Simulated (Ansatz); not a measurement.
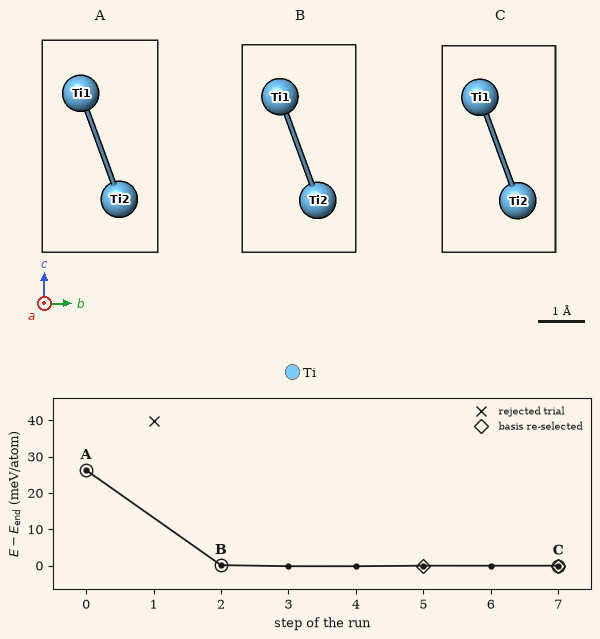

Frames of a relaxation of solid Ti (set up in P6_3/mmc), marked on the history of the run. The picture is a ball-and-stick view of the cell of the calculation, seen along the a axis.

The run lets cell and atoms move.

Method: Kohn-Sham DFT of a periodic cell, PBE with D3(BJ), Ansatz PAW in Ansatz 0.2.0.

The input:
```yaml
crystal:
  lattice:
    - [2.95, 0.0, 0.0]
    - [-1.475, 2.5547749412, 0.0]
    - [0.0, 0.0, 4.68]
  atoms:
    - { symbol: Ti, position: [0.6666666667, 0.3333333333, 0.75] }
    - { symbol: Ti, position: [0.3333333333, 0.6666666667, 0.25] }
hamiltonian:
  xc: pbe
  pseudopotentials: { kind: paw }
  dispersion: d3bj
kpoints:
  mp_grid: { grid: [10, 10, 6] }
scf:
  occupations: { method: fermi_dirac, width: 0.05 }
output:
  forces: true
  stress: true
  eigenvalues: true
relax:
  f_tol: 0.01
  max_steps: 40
  cell: { stress_tol: 0.05 }
```

Command:
```bash
ansatz run input.yaml --threads 2 --pin off --max-ram 5632MiB --backend cpu --events-out ev --progress --plain --runs-dir out
```

Describe the path.

Answer. After 4 accepted moves (7 points after the start) the energy has fallen by 26.3 meV per atom. All forces vanish by symmetry, so only the cell relaxes. The pressure goes from −7.08 to 0.00 GPa. The line search rejected the trial step at point 1 of the run. At 2 points the geometry stayed and the basis and grid were re-selected for the new cell (energy shift of 0.1 meV per atom at most each time). No atom moves by more than 0.005 Å relative to the cell. Cell: a = b 2.950 → 2.890 Å (−2.0 %), c 4.680 → 4.563 Å (−2.5 %). Volume −6.4 %. Among the contacts that change: Ti1–Ti2 2.894 → 2.826 Å, Ti1–Ti1 2.950 → 2.890 Å. The space group stays P6_3/mmc (No. 194). At step 1 the optimiser overshot: the energy rose above the start, and later steps came back. From step 0 to 2: volume −5.8 %, energy −26.1 meV per atom. From step 2 to 7: volume −0.6 %, energy −0.2 meV per atom.

```
step  E − E(0), meV/atom  pressure, GPa  volume, Å³/atom                      note
   0                0.00          -7.08           17.636                          
   1               13.53          10.78           15.251                  rejected
   2              -26.15          -0.74           16.608                          
   3              -26.44           0.07           16.494                          
   4              -26.44           0.02           16.501                          
   5              -26.30           0.03           16.501  same geometry, new basis
   6              -26.30           0.00           16.505                          
   7              -26.30           0.00           16.505  same geometry, new basis
```
